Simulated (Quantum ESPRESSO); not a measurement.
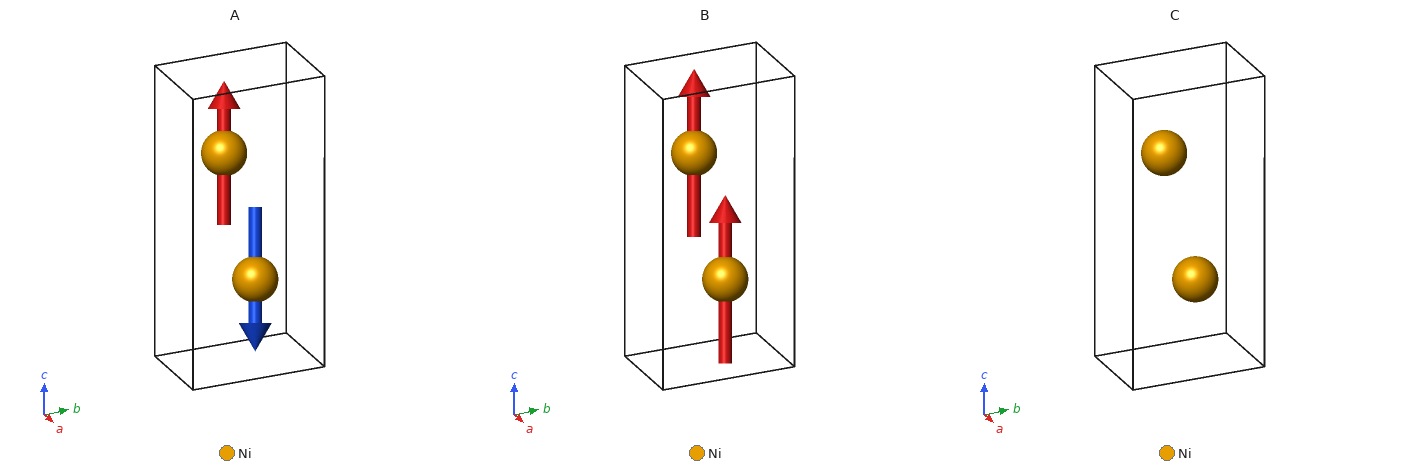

Three self-consistent states of Ni, hexagonal close-packed (Mg type), space group P6₃/mmc (No. 194), reached from different starting moments in one fixed cell of 2 atoms (a = 2.45 Å, b = 2.45 Å, c = 4.07 Å, α = 90.00°, β = 90.00°, γ = 120.00°). Arrows show site moments above 0.25 μB (red up, blue down; lengths follow the sizes only roughly); small induced ones on non-metal atoms are left out. The cell is a structure listed in the Materials Project. This isn't the form of Ni at room conditions, which is fcc.

Alike in all runs: Quantum ESPRESSO 7.5; functional PBEsol; potentials GBRV 1.5 PBEsol; cutoff 612 eV; k mesh 10 × 10 × 6 on the run's cell of 2 atoms; occupations fermi-dirac, width 0.05 eV; no spin-orbit coupling. Spins are collinear.

Name the order in each panel.

A: antiferromagnetic (Ni 0.3 μB); B: ferromagnetic (Ni 0.7 μB); C: non-magnetic.

Rank the states by energy.

B is the lowest found, then A (+63 meV/atom) and C (+68 meV/atom). Orders that need a larger cell weren't tried, so a lower state may exist, and the cell wasn't relaxed for each state.

Collect the results in a table.

| panel | start | order reached | net moment (μB/cell) | E − E(lowest) (meV/atom) | pressure (GPa) |
| --- | --- | --- | --- | --- | --- |
| B | fm | ferromagnetic | 1.4 | 0 | -3.2 |
| A | random | antiferromagnetic | 0.0 | 63 | -4.2 |
| C | no spin | non-magnetic | 0.0 | 68 | -4.6 |
